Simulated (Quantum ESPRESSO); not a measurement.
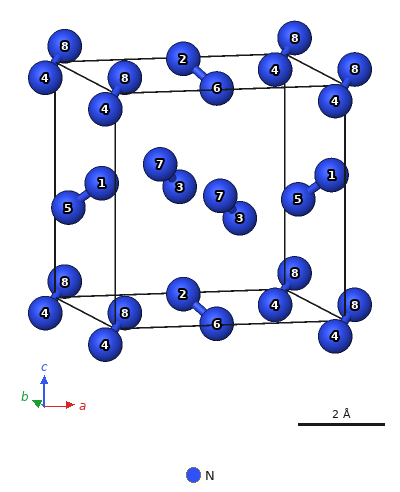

**Figure 1.** The structure (ball-and-stick view of the cell of the calculation, seen slightly off an axis; atoms are numbered from 1 in the order of the input). An atom can appear more than once, as a periodic image. Near neighbours in the periodic cell (some may lie outside the picture): N has 1 N at 1.11 Å.

# Band-structure run, with input and output: N

The run: band-structure run of N (8 atoms in the cell). Method and program: Kohn-Sham DFT of a periodic cell, LDA, GBRV 1.5 LDA, no spin polarisation (Quantum ESPRESSO 7.5).

The structure derives from a Materials Project entry.

## Input file
```
&CONTROL
  calculation = 'scf'
  prefix = 'pwscf'
  outdir = './tmp'
  pseudo_dir = './pseudo'
  tprnfor = .true.
  tstress = .true.
  disk_io = 'low'
/
&SYSTEM
  ibrav = 0
  nat = 8
  ntyp = 1
  ecutwfc = 45
  ecutrho = 360
  nbnd = 28
  occupations = 'smearing'
  smearing = 'fd'
  degauss = 0.00367493
/
&ELECTRONS
  conv_thr = 1.6d-09
  electron_maxstep = 120
  mixing_beta = 0.5
/
ATOMIC_SPECIES
N     14.0070 n_lda_v1.2.uspp.F.UPF
CELL_PARAMETERS angstrom
   5.5605176600    0.0000000000    0.0000000000
   0.0000000000    5.5605176600    0.0000000000
   0.0000000000    0.0000000000    5.5605176600
ATOMIC_POSITIONS crystal
N      0.0573973300    0.4426026700    0.5573973300
N      0.4426026700    0.5573973300    0.0573973300
N      0.5573973300    0.0573973300    0.4426026700
N      0.9426026700    0.9426026700    0.9426026700
N      0.9426026700    0.5573973300    0.4426026700
N      0.5573973300    0.4426026700    0.9426026700
N      0.4426026700    0.9426026700    0.5573973300
N      0.0573973300    0.0573973300    0.0573973300
K_POINTS automatic
5 5 5 0 0 0
```

## File bands.in
```
&CONTROL
  calculation = 'bands'
  prefix = 'pwscf'
  outdir = './tmp'
  pseudo_dir = './pseudo'
  disk_io = 'low'
  verbosity = 'high'
/
&SYSTEM
  ibrav = 0
  nat = 8
  ntyp = 1
  ecutwfc = 45
  ecutrho = 360
  nbnd = 28
  occupations = 'smearing'
  smearing = 'fd'
  degauss = 0.00367493
/
&ELECTRONS
  conv_thr = 1d-08
  electron_maxstep = 120
  mixing_beta = 0.5
  diago_full_acc = .true.
  startingwfc = 'random'
/
ATOMIC_SPECIES
N     14.0070 n_lda_v1.2.uspp.F.UPF
CELL_PARAMETERS angstrom
   5.5605176600    0.0000000000    0.0000000000
   0.0000000000    5.5605176600    0.0000000000
   0.0000000000    0.0000000000    5.5605176600
ATOMIC_POSITIONS crystal
N      0.0573973300    0.4426026700    0.5573973300
N      0.4426026700    0.5573973300    0.0573973300
N      0.5573973300    0.0573973300    0.4426026700
N      0.9426026700    0.9426026700    0.9426026700
N      0.9426026700    0.5573973300    0.4426026700
N      0.5573973300    0.4426026700    0.9426026700
N      0.4426026700    0.9426026700    0.5573973300
N      0.0573973300    0.0573973300    0.0573973300
K_POINTS crystal
60
 0.0000000000  0.0000000000  0.0000000000 1
 0.0000000000  0.0714285714  0.0000000000 1
 0.0000000000  0.1428571429  0.0000000000 1
 0.0000000000  0.2142857143  0.0000000000 1
 0.0000000000  0.2857142857  0.0000000000 1
 0.0000000000  0.3571428571  0.0000000000 1
 0.0000000000  0.4285714286  0.0000000000 1
 0.0000000000  0.5000000000  0.0000000000 1
 0.0714285714  0.5000000000  0.0000000000 1
 0.1428571429  0.5000000000  0.0000000000 1
 0.2142857143  0.5000000000  0.0000000000 1
 0.2857142857  0.5000000000  0.0000000000 1
 0.3571428571  0.5000000000  0.0000000000 1
 0.4285714286  0.5000000000  0.0000000000 1
 0.5000000000  0.5000000000  0.0000000000 1
 0.4545454545  0.4545454545  0.0000000000 1
 0.4090909091  0.4090909091  0.0000000000 1
 0.3636363636  0.3636363636  0.0000000000 1
 0.3181818182  0.3181818182  0.0000000000 1
 0.2727272727  0.2727272727  0.0000000000 1
 0.2272727273  0.2272727273  0.0000000000 1
 0.1818181818  0.1818181818  0.0000000000 1
 0.1363636364  0.1363636364  0.0000000000 1
 0.0909090909  0.0909090909  0.0000000000 1
 0.0454545455  0.0454545455  0.0000000000 1
 0.0000000000  0.0000000000  0.0000000000 1
 0.0357142857  0.0357142857  0.0357142857 1
 0.0714285714  0.0714285714  0.0714285714 1
 0.1071428571  0.1071428571  0.1071428571 1
 0.1428571429  0.1428571429  0.1428571429 1
 0.1785714286  0.1785714286  0.1785714286 1
 0.2142857143  0.2142857143  0.2142857143 1
 0.2500000000  0.2500000000  0.2500000000 1
 0.2857142857  0.2857142857  0.2857142857 1
 0.3214285714  0.3214285714  0.3214285714 1
 0.3571428571  0.3571428571  0.3571428571 1
 0.3928571429  0.3928571429  0.3928571429 1
 0.4285714286  0.4285714286  0.4285714286 1
 0.4642857143  0.4642857143  0.4642857143 1
 0.5000000000  0.5000000000  0.5000000000 1
 0.4545454545  0.5000000000  0.4545454545 1
 0.4090909091  0.5000000000  0.4090909091 1
 0.3636363636  0.5000000000  0.3636363636 1
 0.3181818182  0.5000000000  0.3181818182 1
 0.2727272727  0.5000000000  0.2727272727 1
 0.2272727273  0.5000000000  0.2272727273 1
 0.1818181818  0.5000000000  0.1818181818 1
 0.1363636364  0.5000000000  0.1363636364 1
 0.0909090909  0.5000000000  0.0909090909 1
 0.0454545455  0.5000000000  0.0454545455 1
 0.0000000000  0.5000000000  0.0000000000 1
 0.5000000000  0.5000000000  0.0000000000 1
 0.5000000000  0.5000000000  0.0625000000 1
 0.5000000000  0.5000000000  0.1250000000 1
 0.5000000000  0.5000000000  0.1875000000 1
 0.5000000000  0.5000000000  0.2500000000 1
 0.5000000000  0.5000000000  0.3125000000 1
 0.5000000000  0.5000000000  0.3750000000 1
 0.5000000000  0.5000000000  0.4375000000 1
 0.5000000000  0.5000000000  0.5000000000 1
```

Machine: 2 threads of Intel Xeon (Granite Rapids), 128 GiB of memory available, shared host.

Run as:
```bash
OMP_NUM_THREADS=1 mpirun -n 2 pw.x -nk 2 -in pw.in > pw.out
OMP_NUM_THREADS=1 mpirun -n 2 pw.x -nk 2 -in bands.in > bands.out
```

## Log
```
This program is part of the open-source Quantum ESPRESSO suite
     for quantum simulation of materials; please cite
         "P. Giannozzi et al., J. Phys.:Condens. Matter 21 395502 (2009);
         "P. Giannozzi et al., J. Phys.:Condens. Matter 29 465901 (2017);
         "P. Giannozzi et al., J. Chem. Phys. 152 154105 (2020);
          URL
     in publications or presentations arising from this work. More details at

     Message from routine setup:
     using ibrav=0 with symmetry is DISCOURAGED, use correct ibrav instead

     K-points division:     npool     =       2
     Subspace diagonalization in iterative solution of the eigenvalue problem:
     a serial algorithm will be used

     G-vector sticks info
     --------------------
     sticks:   dense  smooth     PW     G-vecs:    dense   smooth      PW
     Sum        3149    1581    437               133819    47257    7075

     Using Slab Decomposition

     bravais-lattice index     =            0
     lattice parameter (alat)  =      10.5079  a.u.
     unit-cell volume          =    1160.2251 (a.u.)^3
     number of atoms/cell      =            8
     number of atomic types    =            1
     number of electrons       =        40.00
     number of Kohn-Sham states=           28
     kinetic-energy cutoff     =      45.0000  Ry
     charge density cutoff     =     360.0000  Ry
     scf convergence threshold =      1.6E-09
     mixing beta               =       0.5000
     number of iterations used =            8  plain     mixing
     Exchange-correlation= SLA  PZ   NOGX NOGC
                           (   1   1   0   0   0   0   0)

     celldm(1)=  10.507855  celldm(2)=   0.000000  celldm(3)=   0.000000
     celldm(4)=   0.000000  celldm(5)=   0.000000  celldm(6)=   0.000000

     crystal axes: (cart. coord. in units of alat)
               a(1) = (   1.000000   0.000000   0.000000 )
               a(2) = (   0.000000   1.000000   0.000000 )
               a(3) = (   0.000000   0.000000   1.000000 )

     reciprocal axes: (cart. coord. in units 2 pi/alat)
               b(1) = (  1.000000  0.000000  0.000000 )
               b(2) = (  0.000000  1.000000  0.000000 )
               b(3) = (  0.000000  0.000000  1.000000 )

     PseudoPot. # 1 for N  read from file:
     n_lda_v1.2.uspp.F.UPF
     Pseudo is Ultrasoft + core correction, Zval =  5.0
     Generated by new atomic code, or converted to UPF format
     Using radial grid of  729 points,  4 beta functions with:
                l(1) =   0
                l(2) =   0
                l(3) =   1
                l(4) =   1
     Q(r) pseudized with  8 coefficients,  rinner =    0.900   0.900   0.900

     atomic species   valence    mass     pseudopotential
     N                 5.00    14.00700     N ( 1.00)

     24 Sym. Ops., with inversion, found (18 have fractional translation)

   Cartesian axes

     site n.     atom                  positions (alat units)
         1        N      tau(   1) = (   0.0573973   0.4426027   0.5573973  )
         2        N      tau(   2) = (   0.4426027   0.5573973   0.0573973  )
         3        N      tau(   3) = (   0.5573973   0.0573973   0.4426027  )
         4        N      tau(   4) = (   0.9426027   0.9426027   0.9426027  )
         5        N      tau(   5) = (   0.9426027   0.5573973   0.4426027  )
         6        N      tau(   6) = (   0.5573973   0.4426027   0.9426027  )
         7        N      tau(   7) = (   0.4426027   0.9426027   0.5573973  )
         8        N      tau(   8) = (   0.0573973   0.0573973   0.0573973  )

     number of k points=    11  Fermi-Dirac smearing, width (Ry)=  0.0037
                       cart. coord. in units 2pi/alat
        k(    1) = (   0.0000000   0.0000000   0.0000000), wk =   0.0160000
        k(    2) = (   0.0000000   0.0000000   0.2000000), wk =   0.0960000
        k(    3) = (   0.0000000   0.0000000   0.4000000), wk =   0.0960000
        k(    4) = (   0.0000000   0.2000000   0.2000000), wk =   0.1920000
        k(    5) = (   0.0000000   0.2000000   0.4000000), wk =   0.1920000
        k(    6) = (   0.0000000   0.4000000   0.4000000), wk =   0.1920000
        k(    7) = (   0.2000000   0.2000000   0.2000000), wk =   0.1280000
        k(    8) = (   0.2000000   0.2000000   0.4000000), wk =   0.3840000
        k(    9) = (   0.2000000   0.4000000   0.4000000), wk =   0.3840000
        k(   10) = (   0.4000000   0.4000000   0.4000000), wk =   0.1280000
        k(   11) = (   0.0000000   0.4000000   0.2000000), wk =   0.1920000

     Dense  grid:   133819 G-vectors     FFT dimensions: (  64,  64,  64)

     Smooth grid:    47257 G-vectors     FFT dimensions: (  48,  48,  48)

     Initial potential from superposition of free atoms

     starting charge      39.9999, renormalised to      40.0000
     Starting wfcs are   32 randomized atomic wfcs

     Self-consistent Calculation

     iteration #  1     ecut=    45.00 Ry     beta= 0.50
     Davidson diagonalization with overlap
     ethr =  1.00E-02,  avg # of iterations =  2.0

     total energy              =    -161.00257157 Ry
     estimated scf accuracy    <       0.55238422 Ry

     iteration #  2     ecut=    45.00 Ry     beta= 0.50
     Davidson diagonalization with overlap
     ethr =  1.38E-03,  avg # of iterations =  2.0

     total energy              =    -161.03494128 Ry
     estimated scf accuracy    <       0.04805118 Ry

     iteration #  3     ecut=    45.00 Ry     beta= 0.50
     Davidson diagonalization with overlap
     ethr =  1.20E-04,  avg # of iterations =  2.0

     total energy              =    -161.03799721 Ry
     estimated scf accuracy    <       0.00386188 Ry

     iteration #  4     ecut=    45.00 Ry     beta= 0.50
     Davidson diagonalization with overlap
     ethr =  9.65E-06,  avg # of iterations =  2.0

     total energy              =    -161.03831337 Ry
     estimated scf accuracy    <       0.00005389 Ry

     iteration #  5     ecut=    45.00 Ry     beta= 0.50
     Davidson diagonalization with overlap
     ethr =  1.35E-07,  avg # of iterations =  2.0

     total energy              =    -161.03832923 Ry
     estimated scf accuracy    <       0.00000120 Ry

     iteration #  6     ecut=    45.00 Ry     beta= 0.50
     Davidson diagonalization with overlap
     ethr =  3.00E-09,  avg # of iterations =  2.7

     total energy              =    -161.03832931 Ry
     estimated scf accuracy    <       0.00000058 Ry

     iteration #  7     ecut=    45.00 Ry     beta= 0.50
     Davidson diagonalization with overlap
     ethr =  1.45E-09,  avg # of iterations =  2.0

     total energy              =    -161.03832947 Ry
     estimated scf accuracy    <       0.00000003 Ry

     iteration #  8     ecut=    45.00 Ry     beta= 0.50
     Davidson diagonalization with overlap
     ethr =  7.36E-11,  avg # of iterations =  2.0

     total energy              =    -161.03832947 Ry
     estimated scf accuracy    <          6.4E-09 Ry

     iteration #  9     ecut=    45.00 Ry     beta= 0.50
     Davidson diagonalization with overlap
     ethr =  1.60E-11,  avg # of iterations =  2.0

     End of self-consistent calculation

          k = 0.0000 0.0000 0.0000 (  5887 PWs)   bands (ev):

   -23.6958 -23.6274 -23.6274 -23.6274  -8.9512  -8.9512  -8.9512  -8.7271
    -7.3792  -7.3792  -7.3792  -7.1771  -7.1771  -6.9748  -6.9748  -6.9748
    -6.5831  -5.5577  -5.5577  -5.5577   1.5391   1.5391   1.5391   2.4846
     2.4846   2.4846   2.8071   2.8071

          k = 0.0000 0.0000 0.2000 (  5927 PWs)   bands (ev):

   -23.6893 -23.6339 -23.6273 -23.6273  -8.9437  -8.9413  -8.9280  -8.7465
    -7.4064  -7.3793  -7.3720  -7.2082  -7.1644  -7.1171  -7.0066  -6.9996
    -6.3534  -5.6048  -5.5468  -5.5461   1.6199   1.6284   1.6729   2.4444
     2.4559   2.5176   2.7129   2.7785

          k = 0.0000 0.0000 0.4000 (  5910 PWs)   bands (ev):

   -23.6721 -23.6510 -23.6272 -23.6272  -8.9291  -8.9265  -8.8689  -8.7995
    -7.4480  -7.4288  -7.3408  -7.2780  -7.1609  -7.1234  -7.0850  -7.0597
    -6.0193  -5.7566  -5.5288  -5.5281   1.7848   1.7981   2.0184   2.3580
     2.3743   2.4240   2.6018   2.7015

          k = 0.0000 0.2000 0.2000 (  5904 PWs)   bands (ev):

   -23.6833 -23.6332 -23.6332 -23.6279  -8.9411  -8.9268  -8.9197  -8.7671
    -7.4522  -7.3990  -7.3169  -7.2105  -7.1986  -7.1696  -7.0215  -6.9892
    -6.2279  -5.5949  -5.5934  -5.5459   1.6908   1.7533   1.7578   2.4203
     2.4683   2.4890   2.6752   2.7114

          k = 0.0000 0.2000 0.4000 (  5906 PWs)   bands (ev):

   -23.6678 -23.6486 -23.6315 -23.6294  -8.9301  -8.9175  -8.8808  -8.8197
    -7.4774  -7.4081  -7.3580  -7.2812  -7.1491  -7.1215  -7.0638  -7.0497
    -5.9717  -5.7382  -5.5719  -5.5523   1.8524   1.9022   2.0722   2.3528
     2.4016   2.4332   2.5425   2.6254

          k = 0.0000 0.4000 0.4000 (  5930 PWs)   bands (ev):

   -23.6565 -23.6426 -23.6426 -23.6353  -8.9207  -8.9034  -8.8995  -8.8633
    -7.4728  -7.4155  -7.3757  -7.3195  -7.1124  -7.1032  -7.0551  -7.0320
    -5.8428  -5.6876  -5.6869  -5.6163   2.0342   2.1426   2.1521   2.3490
     2.3731   2.4205   2.4417   2.4714

          k = 0.2000 0.2000 0.2000 (  5893 PWs)   bands (ev):

   -23.6780 -23.6331 -23.6331 -23.6331  -8.9343  -8.9343  -8.9103  -8.7891
    -7.4906  -7.3401  -7.3401  -7.2638  -7.1776  -7.1776  -6.9986  -6.9986
    -6.1454  -5.6033  -5.6033  -5.5775   1.7651   1.8469   1.8469   2.4052
     2.4628   2.4628   2.6504   2.6504

          k = 0.2000 0.2000 0.4000 (  5935 PWs)   bands (ev):

   -23.6641 -23.6469 -23.6330 -23.6330  -8.9329  -8.9256  -8.8908  -8.8411
    -7.4902  -7.4207  -7.3048  -7.2804  -7.1628  -7.1283  -7.0294  -7.0218
    -5.9443  -5.7355  -5.6020  -5.5907   1.9224   1.9837   2.1206   2.3403
     2.3890   2.4266   2.5217   2.5853

          k = 0.2000 0.4000 0.4000 (  5910 PWs)   bands (ev):

   -23.6544 -23.6425 -23.6425 -23.6372  -8.9342  -8.9245  -8.9134  -8.8866
    -7.4572  -7.3853  -7.3682  -7.3186  -7.0930  -7.0727  -7.0230  -7.0103
    -5.8500  -5.7168  -5.7070  -5.6565   2.0730   2.1720   2.2018   2.3215
     2.3626   2.3938   2.4659   2.4754

          k = 0.4000 0.4000 0.4000 (  5917 PWs)   bands (ev):

   -23.6489 -23.6424 -23.6424 -23.6424  -8.9498  -8.9498  -8.9420  -8.9294
    -7.4074  -7.3536  -7.3498  -7.3498  -7.0218  -7.0218  -6.9832  -6.9832
    -5.8335  -5.7567  -5.7567  -5.7462   2.1540   2.2414   2.2414   2.2525
     2.3927   2.3927   2.4642   2.4642

          k = 0.0000 0.4000 0.2000 (  5906 PWs)   bands (ev):

   -23.6678 -23.6486 -23.6315 -23.6294  -8.9274  -8.9240  -8.8772  -8.8191
    -7.4825  -7.4554  -7.2547  -7.2407  -7.2283  -7.1655  -7.0573  -7.0250
    -5.9718  -5.7387  -5.5703  -5.5532   1.8607   1.9002   2.0685   2.3615
     2.3645   2.4332   2.5565   2.6385

     the Fermi energy is    -3.5687 ev

!    total energy              =    -161.03832947 Ry
     estimated scf accuracy    <          1.1E-11 Ry
     smearing contrib. (-TS)   =       0.00000000 Ry
     internal energy E=F+TS    =    -161.03832947 Ry

     The total energy is F=E-TS. E is the sum of the following terms:
     one-electron contribution =    -114.40111966 Ry
     hartree contribution      =      67.10290852 Ry
     xc contribution           =     -40.84632402 Ry
     ewald contribution        =     -72.89379431 Ry

     convergence has been achieved in   9 iterations

     Forces acting on atoms (cartesian axes, Ry/au):

     atom    1 type  1   force =    -0.01537439    0.01537439   -0.01537439
     atom    2 type  1   force =     0.01537439   -0.01537439   -0.01537439
     atom    3 type  1   force =    -0.01537439   -0.01537439    0.01537439
     atom    4 type  1   force =     0.01537439    0.01537439    0.01537439
     atom    5 type  1   force =     0.01537439   -0.01537439    0.01537439
     atom    6 type  1   force =    -0.01537439    0.01537439    0.01537439
     atom    7 type  1   force =     0.01537439    0.01537439   -0.01537439
     atom    8 type  1   force =    -0.01537439   -0.01537439   -0.01537439

     Total force =     0.075319     Total SCF correction =     0.000008

     Computing stress (Cartesian axis) and pressure

          total   stress  (Ry/bohr**3)                   (kbar)     P=      -15.37
  -0.00010448   0.00000000   0.00000000          -15.37        0.00        0.00
   0.00000000  -0.00010448   0.00000000            0.00      -15.37        0.00
   0.00000000   0.00000000  -0.00010448            0.00        0.00      -15.37

=------------------------------------------------------------------------------=
   JOB DONE.
=------------------------------------------------------------------------------=
```

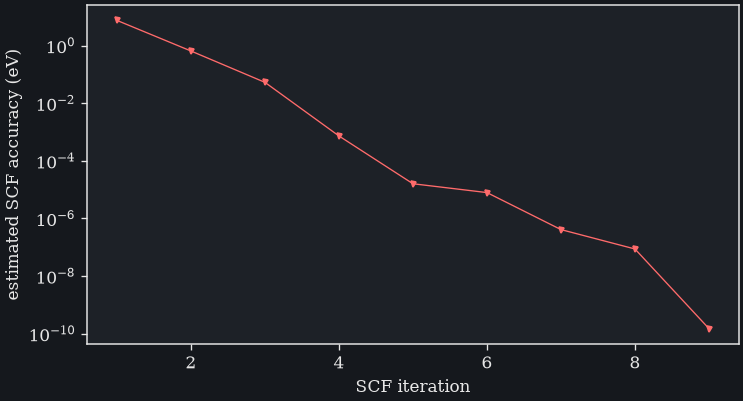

**Figure 2.** Convergence of the self-consistent field: estimated SCF accuracy against the iteration. The field takes 9 iterations in all.

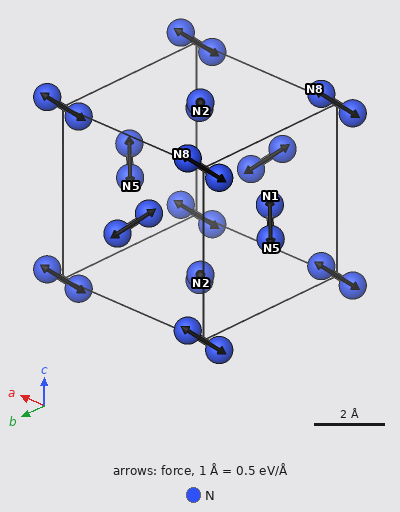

**Figure 3.** Forces on the atoms as black arrows (ball-and-stick view of the cell of the calculation, seen at an oblique angle; atoms are numbered from 1 in the order of the input). The largest act on all 8 N atoms (0.68 eV/Å). The geometry is not a stationary point of this energy.

## Key numbers

| quantity | value |
| --- | --- |
| outcome | converged |
| space group (tolerance 0.01 Å) | Pa-3 (205) |
| electrons treated | 40 |
| free energy | −2191.0381 eV |
| Fermi energy | −3.569 eV |
| gap on the k-point mesh | 7.07 eV |
| gap on the band path | 7.06 eV |
| pressure | −1.54 GPa |
| largest force (length of the vector) | 0.685 eV/Å |
| wall time | 51 s (CPU time 100 s) |
| peak memory | 0.34 GiB |
